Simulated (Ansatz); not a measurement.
CH$_{4}$Si$_{7}$: geometry relaxation (part 1 of 5)

System: CH$_{4}$Si$_{7}$ (slab, 24 atoms in the cell).
Method: DFT PBE, scalar-relativistic, plane waves, PAW, no spin polarisation (Ansatz 0.2.0).

The structure derives from an entry of the Crystallography Open Database. The input holds or restrains some coordinates.

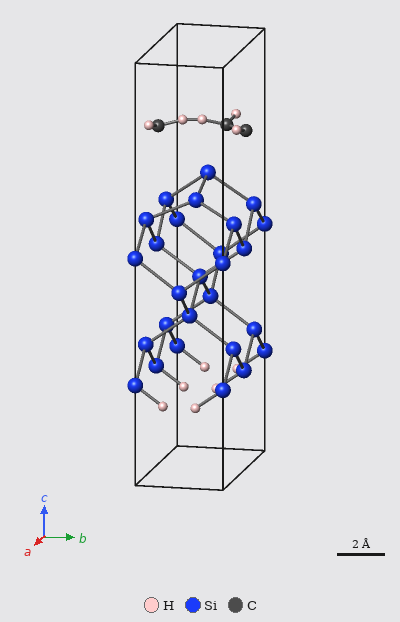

Fig. 1: The structure as given in the input (ball-and-stick view of the cell of the calculation, with the vacuum cut short, seen slightly off an axis).

Input
```yaml
crystal:
  lattice:
    - [7.7352909005, 0.0, 0.0]
    - [0.0, 3.8676454502, 0.0]
    - [0.0, 0.0, 28.4148409753]
  atoms:
    - { symbol: H, position: [0.5, 0.6854455726, 0.2991394535] }
    - { symbol: H, position: [0.5, 0.3145544274, 0.2991394535] }
    - { symbol: H, position: [0.0, 0.3145544274, 0.2991394535] }
    - { symbol: H, position: [0.0, 0.6854455726, 0.2991394535] }
    - { symbol: Si, position: [0.5, 0.0, 0.3294168005] }
    - { symbol: Si, position: [0.0, 0.0, 0.3294168005] }
    - { symbol: Si, position: [0.75, 0.0, 0.3775402147] }
    - { symbol: Si, position: [0.25, 0.0, 0.3775402147] }
    - { symbol: Si, position: [0.75, 0.5, 0.4256636289] }
    - { symbol: Si, position: [0.25, 0.5, 0.4256636289] }
    - { symbol: Si, position: [-0.0004351433, 0.5, 0.4761977342] }
    - { symbol: Si, position: [0.5002414453, 0.5, 0.4713835593] }
    - { symbol: Si, position: [0.0029024626, 0.0, 0.5261039994] }
    - { symbol: Si, position: [0.4910947238, 0.0, 0.5179102066] }
    - { symbol: Si, position: [0.2624717181, 0.0, 0.5726704593] }
    - { symbol: Si, position: [0.7380445712, 0.0, 0.5704263709] }
    - { symbol: Si, position: [0.3117514089, 0.5, 0.6211079211] }
    - { symbol: Si, position: [0.5952550907, 0.5, 0.5956690427] }
    - { symbol: C, position: [0.4535032498, 0.0, 0.6985322503] }
    - { symbol: C, position: [0.3384287075, -0.2726574519, 0.6985322503] }
    - { symbol: H, position: [0.5882763307, -0.0414294041, 0.7073304695] }
    - { symbol: H, position: [0.4104562534, 0.2587650541, 0.7073304695] }
    - { symbol: H, position: [0.3814757039, -0.531422506, 0.7073304695] }
    - { symbol: H, position: [0.2036556266, -0.2312280478, 0.7073304695] }
basis:
  ecutwfc: 420
kpoints:
  mp_grid: { grid: [4, 7, 1] }
hamiltonian:
  xc: pbe
scf:
  occupations: { method: gaussian, width: 0.05 }
output:
  forces: true
  eigenvalues: true
  write_density: true
  write_potential: true
  elf: true
  volumetric_format: npy
relax:
  adjacent_minimum: "off"
  f_tol: 0.03
  max_steps: 70
  constraints: [{ sites: [0, 1, 2, 3, 4, 5, 6, 7, 8, 9] }]
efield:
  axis: 3
  dipole_correction: true
```

Command:
```bash
ansatz run input.yaml --threads 4 --pin off --max-ram 10240MiB --backend cpu --events-out ev --progress --plain --runs-dir out
```

Log
```
Engine: ansatz 0.2.0, aarch64-unknown-linux-gnu
Pseudopotentials: kind: paw
Pseudopotential: H, paw, valence charge 1, recommended cutoff 420 eV (normal), H.paw.azcp
Pseudopotential: Si, paw, valence charge 4, recommended cutoff 420 eV (normal), Si.paw.azcp
Pseudopotential: C, paw, valence charge 4, recommended cutoff 420 eV (normal), C.paw.azcp
Functional definition: PBE
  parameter kappa = 0.804
  parameter beta = 0.06672455060314922
  exchange = pbe_x(kappa = kappa, mu = beta*pi^2/3)
  correlation = pbe_c(beta = beta)
Crystal: 24 atoms, lattice volume = 850.097 Å³
Basis set: ecut = 420 eV, 16699 PW (Γ), exchange–correlation on 108×54×384 points (8 copies of the dense FFT grid, shifted against one another)
Bands: 60, of which v1, the nominal top of the filled ones, is band 36 counted from 1 (35 counted from 0)
Symmetry: 1 space group operations
Space group: P1 (ITA 1), of the structure as read, at distance tolerance 9.5e-5 Å
k-points: 15 of 28 (time reversal used)
Non-local potential: H, projectors of the file, l = 0: 2, l = 1: 1
Non-local potential: Si, projectors of the file, l = 0: 2, l = 1: 2, l = 2: 2
Non-local potential: C, projectors of the file, l = 0: 2, l = 1: 2, l = 2: 1
PAW form: soft (Blöchl's): semilocal exchange-correlation on the pseudo side does not see the compensation charge
PAW one-centre angular grid: H, 110 points (default); XC on 64 Gauss nodes
PAW one-centre angular grid: Si, 110 points (default); XC on 64 Gauss nodes
PAW one-centre angular grid: C, 110 points (default); XC on 64 Gauss nodes
Initial density: superposition of atomic densities (neutral atoms: chi_scale 0, normalization atom), corrected by the library's trained network
Initial wavefunctions: pseudopotential atomic-orbital guess
Functional: x = pbe(κ = 0.804, μ = 0.2195149727645171), c = pbe(β = 0.06672455060314922)
SCF iter   1: F=—  HF=-9524.507213 eV  |F-HF|=—  |Δ(HF+E_count)|=         —  Δρ=2.79e-3  dr2=1.56e-1  ethr=1.77e-3  p=-0.026 e·Å  D=-5.57e-3 V/Å  ΔV_dip=0.16 eV  dr2_dipole=2.30e-2  V_vac-E_F(+/−)=4.03/3.87 eV  ⟨swp⟩=8.4  Hψ=5211  notcnv=0  defer=130
efield: sawtooth ramp at fractional position 0.9532 (placed from the atoms, in the widest stretch of the axis that holds none; the zero of the levels goes with the place), width 0.1000; the density the first Hamiltonian is built on has a dipole p = -0.026 e·Å; the dipole correction subtracts the counter field D = -5.57e-3 V/Å, which shifts the + side's vacuum level by +0.16 eV against the − side's; the planar-averaged density in the ramp window peaks in size at 2.3e-5 e/Å³
preconditioner: auto → LDOS  [metal: Δε(μ)=0.011 eV  Ē_g=8.799 eV  σ=0.050 eV  W_gap=0.12  n_scr=74 (ndim 8)  ℏωp=10.7 eV  f_vac=0.533  D(μ)=9.38/eV (n_scr^D=34)  β→1.0]
SCF iter   2: F=—  HF=-9524.516426 eV  |F-HF|=—  |Δ(HF+E_count)|=   9.21e-3  Δρ=1.72e-3  dr2=1.74e-1  ethr=2.16e-4  p=0.113 e·Å  D=2.41e-2 V/Å  ΔV_dip=-0.68 eV  dr2_dipole=1.43e-2  V_vac-E_F(+/−)=3.78/4.47 eV  ⟨swp⟩=3.1  Hψ=1652  notcnv=0  defer=258
SCF iter   3: F=—  HF=-9524.492359 eV  |F-HF|=—  |Δ(HF+E_count)|=   2.41e-2  Δρ=7.57e-4  dr2=2.54e-2  ethr=2.16e-4  p=0.033 e·Å  D=7.01e-3 V/Å  ΔV_dip=-0.20 eV  dr2_dipole=6.44e-3  V_vac-E_F(+/−)=3.78/3.98 eV  ⟨swp⟩=3.3  Hψ=1133  notcnv=0  defer=258
SCF iter   4: F=—  HF=-9524.488483 eV  |F-HF|=—  |Δ(HF+E_count)|=   3.88e-3  Δρ=3.84e-4  dr2=5.71e-3  ethr=3.53e-5  p=0.066 e·Å  D=1.40e-2 V/Å  ΔV_dip=-0.40 eV  dr2_dipole=3.63e-4  V_vac-E_F(+/−)=3.71/4.11 eV  ⟨swp⟩=1.5  Hψ=1036  notcnv=0  defer=257
SCF iter   5: F=—  HF=-9524.487895 eV  |F-HF|=—  |Δ(HF+E_count)|=   5.88e-4  Δρ=2.67e-4  dr2=2.44e-3  ethr=7.93e-6  p=0.077 e·Å  D=1.65e-2 V/Å  ΔV_dip=-0.47 eV  dr2_dipole=5.23e-5  V_vac-E_F(+/−)=3.65/4.12 eV  ⟨swp⟩=2.4  Hψ=1055  notcnv=0  defer=257
SCF iter   6: F=—  HF=-9524.487608 eV  |F-HF|=—  |Δ(HF+E_count)|=   2.87e-4  Δρ=1.97e-4  dr2=1.04e-3  ethr=3.38e-6  p=0.083 e·Å  D=1.78e-2 V/Å  ΔV_dip=-0.50 eV  dr2_dipole=1.83e-5  V_vac-E_F(+/−)=3.61/4.12 eV  ⟨swp⟩=2.3  Hψ=1013  notcnv=0  defer=256
SCF iter   7: F=—  HF=-9524.487484 eV  |F-HF|=—  |Δ(HF+E_count)|=   1.23e-4  Δρ=1.61e-4  dr2=5.07e-4  ethr=1.44e-6  p=0.087 e·Å  D=1.85e-2 V/Å  ΔV_dip=-0.53 eV  dr2_dipole=6.31e-6  V_vac-E_F(+/−)=3.59/4.12 eV  ⟨swp⟩=2.6  Hψ=1012  notcnv=0  defer=256
SCF iter   8: F=—  HF=-9524.487445 eV  |F-HF|=—  |Δ(HF+E_count)|=   3.92e-5  Δρ=1.30e-4  dr2=2.79e-4  ethr=7.04e-7  p=0.087 e·Å  D=1.85e-2 V/Å  ΔV_dip=-0.53 eV  dr2_dipole=8.71e-6  V_vac-E_F(+/−)=3.59/4.12 eV  ⟨swp⟩=1.8  Hψ=701  notcnv=0  defer=253
SCF iter   9: F=—  HF=-9524.487434 eV  |F-HF|=—  |Δ(HF+E_count)|=   1.14e-5  Δρ=8.13e-5  dr2=1.10e-4  ethr=3.88e-7  p=0.087 e·Å  D=1.85e-2 V/Å  ΔV_dip=-0.53 eV  dr2_dipole=8.53e-6  V_vac-E_F(+/−)=3.59/4.12 eV  ⟨swp⟩=2.7  Hψ=1086  notcnv=0  defer=253
SCF iter  10: F=—  HF=-9524.487442 eV  |F-HF|=—  |Δ(HF+E_count)|=   8.33e-6  Δρ=4.16e-5  dr2=3.07e-5  ethr=1.53e-7  p=0.087 e·Å  D=1.85e-2 V/Å  ΔV_dip=-0.53 eV  dr2_dipole=4.19e-6  V_vac-E_F(+/−)=3.59/4.12 eV  ⟨swp⟩=2.6  Hψ=1100  notcnv=0  defer=253
SCF iter  11: F=-9524.487448 eV  HF=-9524.487452 eV  |F-HF|=4.89e-6  |Δ(HF+E_count)|=   1.04e-5  Δρ=1.87e-5  dr2=9.07e-6  ethr=3.12e-8  p=0.087 e·Å  D=1.85e-2 V/Å  ΔV_dip=-0.53 eV  dr2_dipole=2.09e-6  V_vac-E_F(+/−)=3.59/4.12 eV  ⟨swp⟩=26.8  Hψ=10225  notcnv=0
SCF 1 converged in 11 iterations: F = -9524.487448 eV  dr2 = 9.07e-6
  Residual-converged pass: ⟨swp⟩=1.1  Hψ=961  notcnv=0  max |occ|·‖R‖ = 7.0e-9 eV (tolerance 1.0e-8 eV)  dr2=9.07e-6  dr2_onsite=4.20e-8  max |Δocc| = 4.9e-10
  greatest PAW one-centre occupation: 0.674 electrons in one spin orbital (limit 2), on the C atom at site 19 (counted from 0), in its partial waves of l = 0
relax step   1: F+E_penalty+E_count = -9524.48744751 eV  Δ(F+E_penalty+E_count) = +0.000e0 eV  max|allowed force component| = 4.450e0 eV/Å  Δτ_max = 0.0000 Å  (11 SCF iters, dr2 threshold 2.25e-5 eV, accepted)
Initial density: handed on by an earlier stage of this run
Initial wavefunctions: those handed on with the density
iter 1 solved again at ethr=6.16e-4 eV; its pass at ethr=3.10e-3 eV (dr2=4.43e-1 eV) is discarded
SCF iter   1: F=—  HF=-9525.417144 eV  |F-HF|=—  |Δ(HF+E_count)|=         —  Δρ=8.33e-3  dr2=4.61e-1  ethr=6.16e-4  p=0.087 e·Å  D=1.85e-2 V/Å  ΔV_dip=-0.53 eV  dr2_dipole=2.44e-2  V_vac-E_F(+/−)=3.52/4.05 eV  ⟨swp⟩=1.3  Hψ=3395  notcnv=0  defer=240
efield: sawtooth ramp at fractional position 0.9532 (handed on by an earlier solve), width 0.1000; the density the first Hamiltonian is built on has a dipole p = 0.087 e·Å; the dipole correction subtracts the counter field D = 1.85e-2 V/Å, which shifts the + side's vacuum level by -0.53 eV against the − side's; the planar-averaged density in the ramp window peaks in size at 1.5e-6 e/Å³
preconditioner: auto → LDOS  [metal: Δε(μ)=0.045 eV  Ē_g=8.862 eV  σ=0.050 eV  W_gap=0.47  n_scr=74 (ndim 8)  ℏωp=10.8 eV  f_vac=0.534  D(μ)=3.65/eV (n_scr^D=12)  β→1.0]
SCF iter   2: F=—  HF=-9525.357995 eV  |F-HF|=—  |Δ(HF+E_count)|=   5.91e-2  Δρ=1.64e-3  dr2=4.27e-2  ethr=6.16e-4  p=0.096 e·Å  D=2.04e-2 V/Å  ΔV_dip=-0.58 eV  dr2_dipole=1.42e-3  V_vac-E_F(+/−)=3.56/4.14 eV  ⟨swp⟩=2.1  Hψ=1269  notcnv=0  defer=240
SCF iter   3: F=—  HF=-9525.356624 eV  |F-HF|=—  |Δ(HF+E_count)|=   1.37e-3  Δρ=9.39e-4  dr2=2.50e-2  ethr=5.94e-5  p=0.087 e·Å  D=1.86e-2 V/Å  ΔV_dip=-0.53 eV  dr2_dipole=3.12e-3  V_vac-E_F(+/−)=3.55/4.08 eV  ⟨swp⟩=2.2  Hψ=1568  notcnv=0  defer=258
SCF iter   4: F=—  HF=-9525.354113 eV  |F-HF|=—  |Δ(HF+E_count)|=   2.51e-3  Δρ=5.20e-4  dr2=9.22e-3  ethr=3.47e-5  p=0.098 e·Å  D=2.10e-2 V/Å  ΔV_dip=-0.60 eV  dr2_dipole=7.59e-4  V_vac-E_F(+/−)=3.55/4.15 eV  ⟨swp⟩=1.7  Hψ=932  notcnv=0  defer=258
SCF iter   5: F=—  HF=-9525.353729 eV  |F-HF|=—  |Δ(HF+E_count)|=   3.83e-4  Δρ=3.16e-4  dr2=3.34e-3  ethr=1.28e-5  p=0.091 e·Å  D=1.93e-2 V/Å  ΔV_dip=-0.55 eV  dr2_dipole=1.06e-3  V_vac-E_F(+/−)=3.55/4.10 eV  ⟨swp⟩=1.8  Hψ=977  notcnv=0  defer=258
SCF iter   6: F=—  HF=-9525.353570 eV  |F-HF|=—  |Δ(HF+E_count)|=   1.59e-4  Δρ=2.06e-4  dr2=1.53e-3  ethr=4.64e-6  p=0.099 e·Å  D=2.12e-2 V/Å  ΔV_dip=-0.60 eV  dr2_dipole=2.38e-5  V_vac-E_F(+/−)=3.55/4.15 eV  ⟨swp⟩=2.0  Hψ=901  notcnv=0  defer=258
SCF iter   7: F=—  HF=-9525.353512 eV  |F-HF|=—  |Δ(HF+E_count)|=   5.86e-5  Δρ=1.54e-4  dr2=6.35e-4  ethr=2.13e-6  p=0.097 e·Å  D=2.06e-2 V/Å  ΔV_dip=-0.59 eV  dr2_dipole=7.47e-5  V_vac-E_F(+/−)=3.55/4.13 eV  ⟨swp⟩=1.9  Hψ=792  notcnv=0  defer=258
SCF iter   8: F=—  HF=-9525.353475 eV  |F-HF|=—  |Δ(HF+E_count)|=   3.72e-5  Δρ=1.03e-4  dr2=2.57e-4  ethr=8.82e-7  p=0.098 e·Å  D=2.09e-2 V/Å  ΔV_dip=-0.59 eV  dr2_dipole=1.57e-5  V_vac-E_F(+/−)=3.54/4.14 eV  ⟨swp⟩=1.9  Hψ=721  notcnv=0  defer=258
SCF iter   9: F=-9525.353404 eV  HF=-9525.353453 eV  |F-HF|=4.82e-5  |Δ(HF+E_count)|=   2.20e-5  Δρ=6.16e-5  dr2=7.62e-5  ethr=1.39e-7  p=0.099 e·Å  D=2.11e-2 V/Å  ΔV_dip=-0.60 eV  dr2_dipole=4.42e-7  V_vac-E_F(+/−)=3.54/4.14 eV  ⟨swp⟩=23.8  Hψ=9854  notcnv=0
SCF 2 converged in 9 iterations: F = -9525.353404 eV  dr2 = 7.62e-5
  greatest PAW one-centre occupation: 0.675 electrons in one spin orbital (limit 2), on the C atom at site 18 (counted from 0), in its partial waves of l = 0
relax step   2: F+E_penalty+E_count = -9525.35340435 eV  Δ(F+E_penalty+E_count) = -8.660e-1 eV  max|allowed force component| = 1.525e0 eV/Å  Δτ_max = 0.1909 Å  (9 SCF iters, dr2 threshold 1.00e-4 eV, accepted)
[... from here on the SCF iterations and repeated set-up lines of each step are left out, up to the last step ...]
SCF 3 converged in 8 iterations: F = -9525.832691 eV  dr2 = 6.53e-5
relax step   3: F+E_penalty+E_count = -9525.83269140 eV  Δ(F+E_penalty+E_count) = -4.793e-1 eV  max|allowed force component| = 8.783e-1 eV/Å  Δτ_max = 0.1951 Å  (8 SCF iters, dr2 threshold 1.00e-4 eV, accepted)
SCF 4 converged in 6 iterations: F = -9526.137949 eV  dr2 = 4.57e-5
relax step   4: F+E_penalty+E_count = -9526.13794888 eV  Δ(F+E_penalty+E_count) = -3.053e-1 eV  max|allowed force component| = 6.964e-1 eV/Å  Δτ_max = 0.1949 Å  (6 SCF iters, dr2 threshold 9.06e-5 eV, accepted)
SCF 5 converged in 7 iterations: F = -9526.271806 eV  dr2 = 6.25e-5
relax step   5: F+E_penalty+E_count = -9526.27180604 eV  Δ(F+E_penalty+E_count) = -1.339e-1 eV  max|allowed force component| = 2.192e0 eV/Å  Δτ_max = 0.1962 Å  (7 SCF iters, dr2 threshold 1.00e-4 eV, accepted)
SCF 6 converged in 8 iterations: F = -9526.439637 eV  dr2 = 1.96e-5
relax step   6: F+E_penalty+E_count = -9526.43963685 eV  Δ(F+E_penalty+E_count) = -1.678e-1 eV  max|allowed force component| = 5.839e-1 eV/Å  Δτ_max = 0.2000 Å  (8 SCF iters, dr2 threshold 1.00e-4 eV, accepted)
SCF 7 converged in 8 iterations: F = -9526.487780 eV  dr2 = 2.17e-5
relax step   7: F+E_penalty+E_count = -9526.48777970 eV  Δ(F+E_penalty+E_count) = -4.814e-2 eV  max|allowed force component| = 2.586e-1 eV/Å  Δτ_max = 0.2000 Å  (8 SCF iters, dr2 threshold 2.42e-5 eV, accepted)
SCF 8 converged in 12 iterations: F = -9526.525716 eV  dr2 = 1.48e-6
relax step   8: F+E_penalty+E_count = -9526.52571579 eV  Δ(F+E_penalty+E_count) = -3.794e-2 eV  max|allowed force component| = 2.271e-1 eV/Å  Δτ_max = 0.1969 Å  (12 SCF iters, dr2 threshold 4.74e-6 eV, accepted)
SCF 9 converged in 9 iterations: F = -9526.578553 eV  dr2 = 7.26e-6
relax step   9: F+E_penalty+E_count = -9526.57855328 eV  Δ(F+E_penalty+E_count) = -5.284e-2 eV  max|allowed force component| = 4.609e-1 eV/Å  Δτ_max = 0.1957 Å  (9 SCF iters, dr2 threshold 1.01e-5 eV, accepted)
SCF 10 converged in 9 iterations: F = -9526.616387 eV  dr2 = 2.44e-5
relax step  10: F+E_penalty+E_count = -9526.61638685 eV  Δ(F+E_penalty+E_count) = -3.783e-2 eV  max|allowed force component| = 4.247e-1 eV/Å  Δτ_max = 0.1970 Å  (9 SCF iters, dr2 threshold 1.00e-4 eV, accepted)
SCF 11 converged in 9 iterations: F = -9526.770277 eV  dr2 = 3.36e-5
relax step  11: F+E_penalty+E_count = -9526.77027679 eV  Δ(F+E_penalty+E_count) = -1.539e-1 eV  max|allowed force component| = 1.296e0 eV/Å  Δτ_max = 0.1919 Å  (9 SCF iters, dr2 threshold 1.00e-4 eV, accepted)
SCF 12 converged in 7 iterations: F = -9527.025988 eV  dr2 = 4.29e-5
relax step  12: F+E_penalty+E_count = -9527.02598765 eV  Δ(F+E_penalty+E_count) = -2.557e-1 eV  max|allowed force component| = 1.820e0 eV/Å  Δτ_max = 0.1940 Å  (7 SCF iters, dr2 threshold 1.00e-4 eV, accepted)
SCF 13 converged in 7 iterations: F = -9527.383547 eV  dr2 = 3.60e-5
relax step  13: F+E_penalty+E_count = -9527.38354718 eV  Δ(F+E_penalty+E_count) = -3.576e-1 eV  max|allowed force component| = 2.609e0 eV/Å  Δτ_max = 0.1977 Å  (7 SCF iters, dr2 threshold 1.00e-4 eV, accepted)
SCF 14 converged in 7 iterations: F = -9527.833574 eV  dr2 = 1.38e-5
relax step  14: F+E_penalty+E_count = -9527.83357442 eV  Δ(F+E_penalty+E_count) = -4.500e-1 eV  max|allowed force component| = 1.707e0 eV/Å  Δτ_max = 0.1950 Å  (7 SCF iters, dr2 threshold 1.00e-4 eV, accepted)
SCF 15 converged in 7 iterations: F = -9528.091427 eV  dr2 = 8.11e-6
relax step  15: F+E_penalty+E_count = -9528.09142692 eV  Δ(F+E_penalty+E_count) = -2.579e-1 eV  max|allowed force component| = 8.629e-1 eV/Å  Δτ_max = 0.1947 Å  (7 SCF iters, dr2 threshold 1.00e-4 eV, accepted)
SCF 16 converged in 6 iterations: F = -9528.306392 eV  dr2 = 4.70e-5
relax step  16: F+E_penalty+E_count = -9528.30639174 eV  Δ(F+E_penalty+E_count) = -2.150e-1 eV  max|allowed force component| = 6.111e-1 eV/Å  Δτ_max = 0.1938 Å  (6 SCF iters, dr2 threshold 1.00e-4 eV, accepted)
SCF 17 converged in 6 iterations: F = -9528.443928 eV  dr2 = 5.91e-5
relax step  17: F+E_penalty+E_count = -9528.44392835 eV  Δ(F+E_penalty+E_count) = -1.375e-1 eV  max|allowed force component| = 2.521e-1 eV/Å  Δτ_max = 0.1949 Å  (6 SCF iters, dr2 threshold 9.54e-5 eV, accepted)
SCF 18 converged in 7 iterations: F = -9528.555291 eV  dr2 = 4.32e-6
relax step  18: F+E_penalty+E_count = -9528.55529143 eV  Δ(F+E_penalty+E_count) = -1.114e-1 eV  max|allowed force component| = 2.326e-1 eV/Å  Δτ_max = 0.2000 Å  (7 SCF iters, dr2 threshold 1.08e-5 eV, accepted)
SCF 19 converged in 8 iterations: F = -9528.638075 eV  dr2 = 3.32e-7
relax step  19: F+E_penalty+E_count = -9528.63807519 eV  Δ(F+E_penalty+E_count) = -8.278e-2 eV  max|allowed force component| = 1.146e-1 eV/Å  Δτ_max = 0.1940 Å  (8 SCF iters, dr2 threshold 9.21e-6 eV, accepted)
SCF 20 converged in 10 iterations: F = -9528.697188 eV  dr2 = 3.22e-9
relax step  20: F+E_penalty+E_count = -9528.69718790 eV  Δ(F+E_penalty+E_count) = -5.911e-2 eV  max|allowed force component| = 1.069e-1 eV/Å  Δτ_max = 0.1946 Å  (10 SCF iters, dr2 threshold 3.19e-6 eV, accepted)
SCF 21 converged in 8 iterations: F = -9528.736529 eV  dr2 = 3.49e-7
relax step  21: F+E_penalty+E_count = -9528.73652875 eV  Δ(F+E_penalty+E_count) = -3.934e-2 eV  max|allowed force component| = 7.363e-2 eV/Å  Δτ_max = 0.1941 Å  (8 SCF iters, dr2 threshold 2.78e-6 eV, accepted)
SCF 22 converged in 10 iterations: F = -9528.752238 eV  dr2 = 2.65e-9
relax step  22: F+E_penalty+E_count = -9528.75223789 eV  Δ(F+E_penalty+E_count) = -1.571e-2 eV  max|allowed force component| = 9.128e-2 eV/Å  Δτ_max = 0.1935 Å  (10 SCF iters, dr2 threshold 2.57e-6 eV, accepted)
SCF 23 converged in 9 iterations: F = -9528.754163 eV  dr2 = 2.01e-9
relax step  23: F+E_penalty+E_count = -9528.75416286 eV  Δ(F+E_penalty+E_count) = -1.925e-3 eV  max|allowed force component| = 4.764e-2 eV/Å  Δτ_max = 0.0671 Å  (9 SCF iters, dr2 threshold 3.95e-6 eV, accepted)
SCF 24 converged in 7 iterations: F = -9528.754692 eV  dr2 = 2.86e-8
relax step  24: F+E_penalty+E_count = -9528.75469205 eV  Δ(F+E_penalty+E_count) = -5.292e-4 eV  max|allowed force component| = 4.662e-2 eV/Å  Δτ_max = 0.0340 Å  (7 SCF iters, accepted)
SCF iter   1: F=—  HF=-9528.754989 eV  |F-HF|=—  |Δ(HF+E_count)|=         —  Δρ=2.99e-4  dr2=3.75e-4  ethr=6.30e-6  p=0.120 e·Å  D=2.54e-2 V/Å  ΔV_dip=-0.72 eV  dr2_dipole=5.74e-7  V_vac-E_F(+/−)=3.63/4.36 eV  ⟨swp⟩=2.0  Hψ=1795  notcnv=0  defer=227
efield: sawtooth ramp at fractional position 0.9532 (handed on by an earlier solve), width 0.1000; the density the first Hamiltonian is built on has a dipole p = 0.120 e·Å; the dipole correction subtracts the counter field D = 2.54e-2 V/Å, which shifts the + side's vacuum level by -0.72 eV against the − side's; the planar-averaged density in the ramp window peaks in size at 3.7e-6 e/Å³
preconditioner: auto → Resta (q_TF=auto, 1.808 Å⁻¹)  ε∞=2.4  [insulator: Δε(μ)=1.220 eV  Ē_g=9.034 eV  σ=0.050 eV  W_gap=1.00  n_scr=74 (ndim 8)  ℏωp=10.8 eV  f_vac=0.542  D(μ)=0.00/eV (n_scr^D=0)  ε∞_Penn≈2.4  vacuum switching on, ρ_ref=5.9e-3 e/Å³]
SCF iter   2: F=—  HF=-9528.754939 eV  |F-HF|=—  |Δ(HF+E_count)|=   4.95e-5  Δρ=1.45e-4  dr2=7.93e-5  ethr=5.21e-7  p=0.119 e·Å  D=2.53e-2 V/Å  ΔV_dip=-0.72 eV  dr2_dipole=2.48e-7  V_vac-E_F(+/−)=3.64/4.36 eV  ⟨swp⟩=2.0  Hψ=1183  notcnv=0  defer=226
SCF iter   3: F=—  HF=-9528.754944 eV  |F-HF|=—  |Δ(HF+E_count)|=   4.55e-6  Δρ=2.46e-5  dr2=1.73e-5  ethr=1.10e-7  p=0.120 e·Å  D=2.56e-2 V/Å  ΔV_dip=-0.73 eV  dr2_dipole=4.90e-6  V_vac-E_F(+/−)=3.63/4.36 eV  ⟨swp⟩=2.0  Hψ=1184  notcnv=0  defer=226
SCF iter   4: F=—  HF=-9528.754942 eV  |F-HF|=—  |Δ(HF+E_count)|=   1.46e-6  Δρ=1.06e-5  dr2=6.99e-6  ethr=2.40e-8  p=0.119 e·Å  D=2.53e-2 V/Å  ΔV_dip=-0.72 eV  dr2_dipole=3.01e-6  V_vac-E_F(+/−)=3.64/4.36 eV  ⟨swp⟩=2.0  Hψ=961  notcnv=0  defer=226
SCF iter   5: F=—  HF=-9528.754942 eV  |F-HF|=—  |Δ(HF+E_count)|=   8.12e-7  Δρ=4.97e-6  dr2=3.57e-7  ethr=9.70e-9  p=0.119 e·Å  D=2.54e-2 V/Å  ΔV_dip=-0.72 eV  dr2_dipole=6.17e-8  V_vac-E_F(+/−)=3.63/4.36 eV  ⟨swp⟩=2.0  Hψ=716  notcnv=0  defer=226
SCF iter   6: F=-9528.754941 eV  HF=-9528.754942 eV  |F-HF|=4.46e-8  |Δ(HF+E_count)|=   1.72e-8  Δρ=1.55e-6  dr2=6.06e-8  ethr=1.39e-10  p=0.120 e·Å  D=2.55e-2 V/Å  ΔV_dip=-0.72 eV  dr2_dipole=7.67e-9  V_vac-E_F(+/−)=3.63/4.36 eV  ⟨swp⟩=17.1  Hψ=7268  notcnv=0
SCF 25 converged in 6 iterations: F = -9528.754941 eV  dr2 = 6.06e-8
relax step  25: F+E_penalty+E_count = -9528.75494150 eV  Δ(F+E_penalty+E_count) = -2.494e-4 eV  max|allowed force component| = 5.250e-3 eV/Å  Δτ_max = 0.0078 Å  (6 SCF iters, accepted)
```
